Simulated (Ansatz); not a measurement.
# A series of single points on Ga

System: Ga (1 atom in the cell).
Method: DFT, RPBE, plane waves (420 eV) with PAW, scalar-relativistic, no spin polarisation (Ansatz 0.2.0).

The 5 runs differ only in the geometry, by an even scaling of the cell at fixed fractional positions.

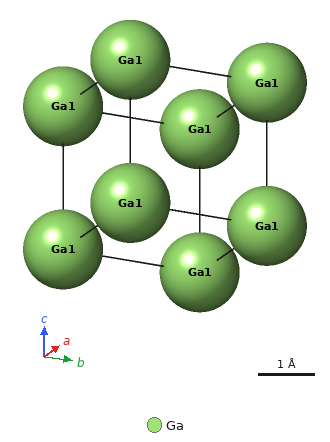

Figure 1. The structure of run 3 (spheres-only view of the cell of the calculation, seen at an oblique angle; atoms are numbered from 1 in the order of the input).

### Input of run 3
```yaml
crystal:
  lattice:
    - [2.7250723247, 0.0, 0.0]
    - [0.0, 2.7250723247, 0.0]
    - [0.0, 0.0, 2.7250723247]
  atoms:
    - { symbol: Ga, position: [0.0, 0.0, 0.0] }
hamiltonian:
  xc: rpbe
  pseudopotentials:
    kind: paw
    azcp:
      Ga: "pseudopotentials/Ga.paw.azcp"
basis:
  ecutwfc: 420
  fft_grid_basis: typed
kpoints:
  mp_grid: { grid: [13, 13, 13], shift: [0, 0, 0] }
magnetization:
  spin_polarized: false
scf:
  occupations: { method: fermi_dirac, width: 0.1 }
  lower_state_search: "off"
output:
  stress: true
```

Command:
```bash
ansatz run input.yaml --threads 2 --pin off --max-ram 5120MiB --backend cpu --events-out ev --progress --plain --runs-dir out
```

Run 4 differs from it as follows:
```diff
-    - [2.7250723247, 0.0, 0.0]
-    - [0.0, 2.7250723247, 0.0]
-    - [0.0, 0.0, 2.7250723247]
+    - [2.7624067219, 0.0, 0.0]
+    - [0.0, 2.7624067219, 0.0]
+    - [0.0, 0.0, 2.7624067219]
```

### Results, with one run withheld

```tsv
run	volume per atom (Å³)	free energy per atom, from the lowest run given (meV)	pressure (GPa)
1	18.550	41.07	6.67
2	19.393	13.80	3.80
3	20.236	0.00	1.53
4	21.080	?	?
5	21.923	2.00	−1.62
```

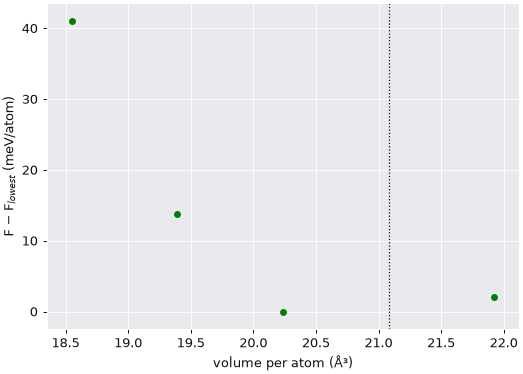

Figure 2. Free energy per atom of the runs given; the dotted line marks run 4.

Estimate the energy of run 4 from the others.

A quadratic polynomial in V^(−2/3) (the Birch–Murnaghan form), fitted to the 4 runs given, misses them by at most 0.11 meV per atom. With x = V^(−2/3) − 0.13589 Å⁻², it reads F = 3.1721 + 3102.2 x + 3.6004e+05 x² (meV per atom). At run 4 it gives −3.41 meV per atom, and the run itself gives −3.14. The slope of the fit gives a pressure −dF/dV of −0.26 GPa there, and the run prints −0.26 GPa. The fit has its minimum at 20.951 Å³ per atom, where V d²F/dV² gives 42.4 GPa: the bulk modulus at this level, since symmetry fixes the shape and the positions.

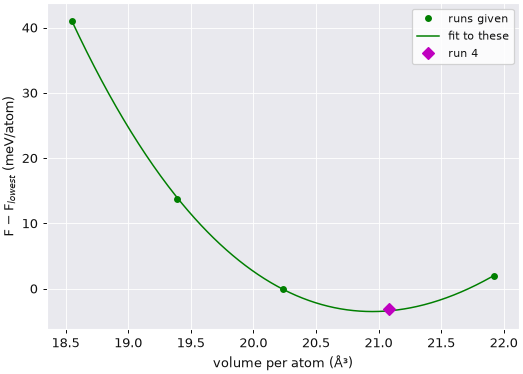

Figure 3. The fit and the withheld run.

### Output, shortened to warnings, some set-up lines, iterations and results (run 4)
```
Basis set: ecut = 420 eV, 437 PW (Γ)
Symmetry: 48 space group operations
k-points: 84 of 2197
Initial density: superposition of atomic densities (neutral atoms: chi_scale 0, normalization atom), corrected by the library's trained network
[...]
SCF iter   1: F=—  HF=-3788.521678 eV  |F-HF|=—  |Δ(HF+E_count)|=         —  Δρ=3.70e-3  dr2=1.01e-3  ethr=1.77e-3  ⟨swp⟩=5.1  Hψ=5413  notcnv=0
SCF iter   2: F=—  HF=-3788.521074 eV  |F-HF|=—  |Δ(HF+E_count)|=   6.04e-4  Δρ=9.76e-4  dr2=1.37e-4  ethr=7.75e-6  ⟨swp⟩=2.0  Hψ=2026  notcnv=0
SCF iter   3: F=—  HF=-3788.521033 eV  |F-HF|=—  |Δ(HF+E_count)|=   4.05e-5  Δρ=6.94e-4  dr2=4.38e-5  ethr=1.06e-6  ⟨swp⟩=2.0  Hψ=1336  notcnv=0  defer=2
SCF iter   4: F=—  HF=-3788.521030 eV  |F-HF|=—  |Δ(HF+E_count)|=   3.51e-6  Δρ=2.46e-4  dr2=5.46e-6  ethr=3.37e-7  ⟨swp⟩=1.0  Hψ=911  notcnv=0  defer=2
SCF iter   5: F=—  HF=-3788.521030 eV  |F-HF|=—  |Δ(HF+E_count)|=   1.06e-8  Δρ=4.15e-5  dr2=1.54e-7  ethr=4.20e-8  ⟨swp⟩=1.5  Hψ=966  notcnv=0  defer=2
SCF iter   6: F=-3788.521030 eV  HF=-3788.521030 eV  |F-HF|=1.15e-10  |Δ(HF+E_count)|=   5.60e-9  Δρ=3.39e-6  dr2=1.16e-9  ethr=7.69e-10  ⟨swp⟩=3.8  Hψ=2525  notcnv=0
SCF 1 converged in 6 iterations: F = -3788.521030 eV  dr2 = 1.16e-9
SCF converged after 6 iterations
Free energy (F): -3788.521030 eV
Harris-Foulkes:  -3788.521030 eV  (|F-HF|=1.15e-10)
Internal energy: -3788.500918 eV  (E = F + TS)
E sigma→0 (E₀):  -3788.510974 eV
Entropy (-TS):   -0.020112 eV (-20.112 meV/atom)
Fermi energy:    8.227392 eV
--- Per-component energies (eV) ---
  E_band       = -53.135417
  E_kinetic    = 113.933990
  E_local      = -1901.827346  (includes V_loc(G=0)·N_el)
  E_nonlocal   = 421.932517
  E_hartree    = 887.412418
  E_xc         = -68.956724
  E_vxc        = -57.323437  (∫ρ·V_xc dr)
  E_paw        = -1991.114081  (= ΣΔE_a)
  E_vpaw       = -404.675426  (= ΣTr[D̂ρ^β])
  E_aug_tail   = -0.000101  (compensation charges beyond the density's cutoff)
  E_ewald      = -1249.757521
  E_core_change = -0.124070  (= ΣΔE_core)
  E_smearing   = -0.020112  (= −TS)
  E_closure    = -0.000000  (closes the sum)
  Σ components = -3788.521030   (vs F -3788.521030, Δ=0.00e0)
--- Stress (GPa, compression-positive) ---
       -0.262218       0.000000       0.000000
        0.000000      -0.262218       0.000000
        0.000000      -0.000000      -0.262218
  P = ⅓ Tr σ = -0.2622 GPa (-2.622 kbar)
```
